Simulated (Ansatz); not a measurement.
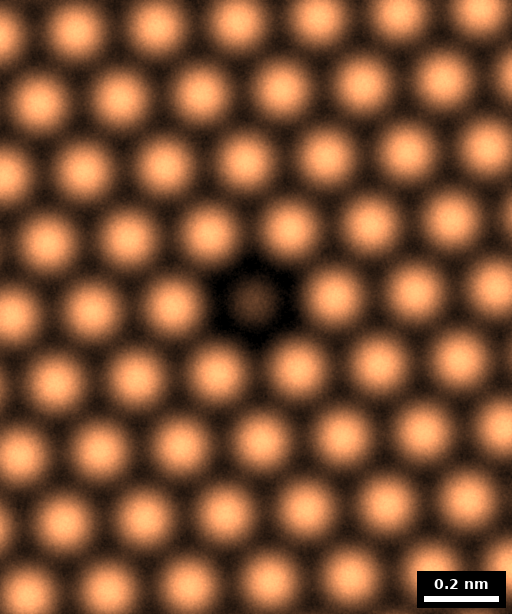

Dark-field STEM-like image of CaF2 (Fm-3m, No. 225) along [111]. The image is simulated as a sum over atoms of Z^1.7, blurred by a 1.30 Å probe (no channelling). The display is stretched by a gamma of 0.8; percentages refer to the linear signal. Shot noise was added.

The sample is 1 repeat (9.4 Å) thick. One point defect was put into the perfect crystal, without relaxing the atoms around it. Brightness is counted from the darkest point of the image. Host structure: coordinates from a relaxation with DFT PBEsol, scalar-relativistic, plane waves, PAW in Ansatz 0.2.0.

Question: Where is the defect (in Å from the left and the top edge), and what does its contrast suggest?

Answer: At about 7 Å from the left and 8 Å from the top. The column is dimmer, which points to a vacancy or a lighter atom. The column holds 3 atoms (Ca + 2 F) through the sample, and one Ca atom is missing, so its peak drops to about 15 % of that of its equals.
